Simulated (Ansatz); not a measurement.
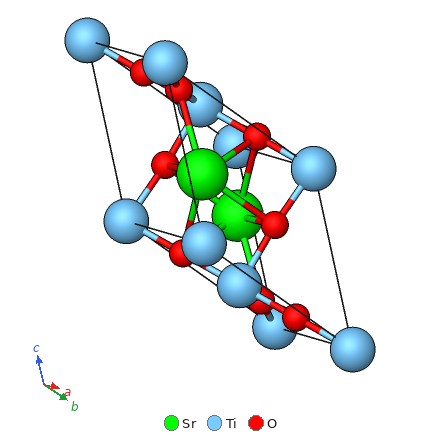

The system is SrTiO3 (I4/mcm, No. 140; 10 atoms in the cell); the picture shows the reference structure. The energy is mapped over two homogeneous strains (x along [1 0 0], y along [0 1 0], z along [0 0 1] of the conventional cell). First axis: equal engineering shear yz, xz and xy. Second axis: equal normal strain along x, y and z. Nothing is relaxed (fractional coordinates fixed). The grid has 7 × 7 points. Points are written as (first, second). Energies: meV/atom, counted from the lowest grid point. All numbers below come from DFT PBEsol, scalar-relativistic, plane waves, PAW (Ansatz). Settings: cutoff 520 eV, k-mesh 8×8×8, gaussian smearing 0.05 eV, no spin polarisation.

Its coordinates:

```yaml
crystal:
  lattice:
    - [-2.74408, 2.74408, 3.90418]
    - [2.74408, -2.74408, 3.90418]
    - [2.74408, 2.74408, -3.90418]
  atoms:
    - { symbol: Sr, position: [0.75000, 0.25000, 0.50000] }
    - { symbol: Sr, position: [0.25000, 0.75000, 0.50000] }
    - { symbol: Ti, position: [0.00000, 0.00000, 0.00000] }
    - { symbol: Ti, position: [0.50000, 0.50000, 0.00000] }
    - { symbol: O, position: [0.25000, 0.25000, 0.00000] }
    - { symbol: O, position: [0.75000, 0.75000, 0.00000] }
    - { symbol: O, position: [0.72528, 0.22528, 0.95056] }
    - { symbol: O, position: [0.22528, 0.27472, 0.50000] }
    - { symbol: O, position: [0.27472, 0.77472, 0.04944] }
    - { symbol: O, position: [0.77472, 0.72528, 0.50000] }
```

Range: equal engineering shear yz, xz and xy from −4.00 to 4.00 %; equal normal strain along x, y and z from −3 to 3 %.

Q: What will the energy surface look like?

A: The lowest grid point is at (0.00 %, 0 %). No other kind of well shows on this grid. The highest grid point, (−4.00 %, −3 %), lies 89 meV/atom above the lowest. Round the minimum the two coordinates are nearly uncoupled. The gap on the k-mesh is 2.0 eV at the lowest point and runs from 1.6 to 2.1 eV over the map.

```csv
"second ↓, first →",−4.00,−2.67,−1.33,0.00,1.33,2.67,4.00
3,67,57,52,50,52,57,66
2,41,31,25,23,25,31,40
1,26,15,8,6,8,14,25
0,21,9,2,0,2,9,21
−1,30,17,9,6,9,16,29
−2,52,38,29,26,29,37,51
−3,89,74,64,61,64,73,88
```

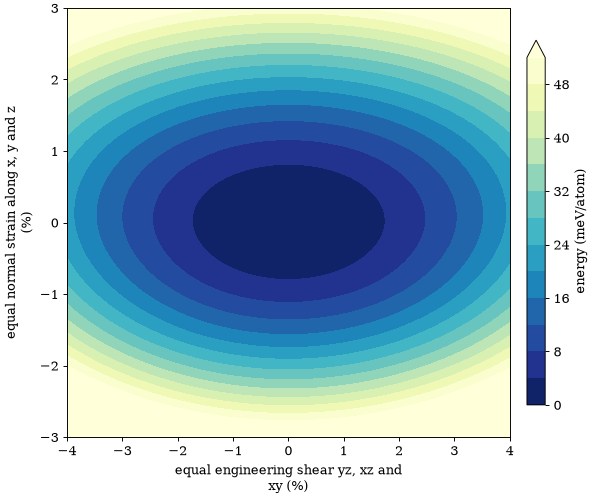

In the figure: filled contours, one colour for all values above the top of the scale. Between grid points the surface is interpolated.

Time for the 49 points that were run: 29 min on 4 threads of Arm Neoverse N1, on a shared host.

PAW datasets: the set soft_1.
